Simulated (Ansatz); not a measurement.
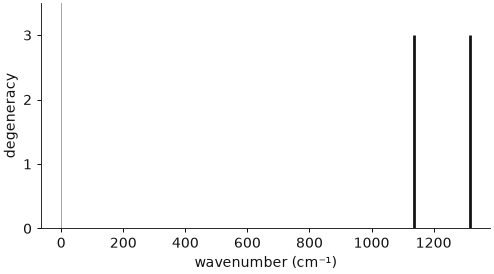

The plot gives the computed zone-centre optical phonon frequencies (the three acoustic modes are left out) for NbH₂, space group Fm-3m (No. 225).

Starting cell:
```cif
data_structure
_symmetry_space_group_name_H-M 'P 1'
_symmetry_Int_Tables_number 1
_cell_length_a 3.1804
_cell_length_b 3.1804
_cell_length_c 3.1804
_cell_angle_alpha 60.000
_cell_angle_beta 60.000
_cell_angle_gamma 60.000
_cell_volume 22.75
loop_
_atom_site_label
_atom_site_type_symbol
_atom_site_fract_x
_atom_site_fract_y
_atom_site_fract_z
_atom_site_occupancy
Nb1 Nb 0.00000 0.00000 0.00000 1
H1 H 0.25000 0.25000 0.25000 1
H2 H 0.75000 0.75000 0.75000 1
```

Calculation (Ansatz 0.2.0): harmonic phonon frequencies at the zone centre with atoms at rest in the given cell, without the long-range term of polar modes, the three translations left out, imaginary frequencies are negative; plane waves with PAW datasets, Γ-centred k mesh. Level: PBEsol, no spin polarisation.

wave cutoff 420 eV; k mesh 16×16×16; occupations Fermi–Dirac; smearing width 0.15 eV; pressure 3 GPa; phonon method linear response.

### Is the structure dynamically stable by these modes?

No frequency is imaginary, so the structure is stable to these displacements (zone-boundary modes weren't tested here).

### What is the highest frequency?

The highest mode lies at 1317.2 cm⁻¹.

Keep in mind: metal sensitive to the k mesh.

The computed values:

| frequency (cm⁻¹) |
| --- |
| 1137.7 |
| 1137.7 |
| 1137.7 |
| 1317.2 |
| 1317.2 |
| 1317.2 |
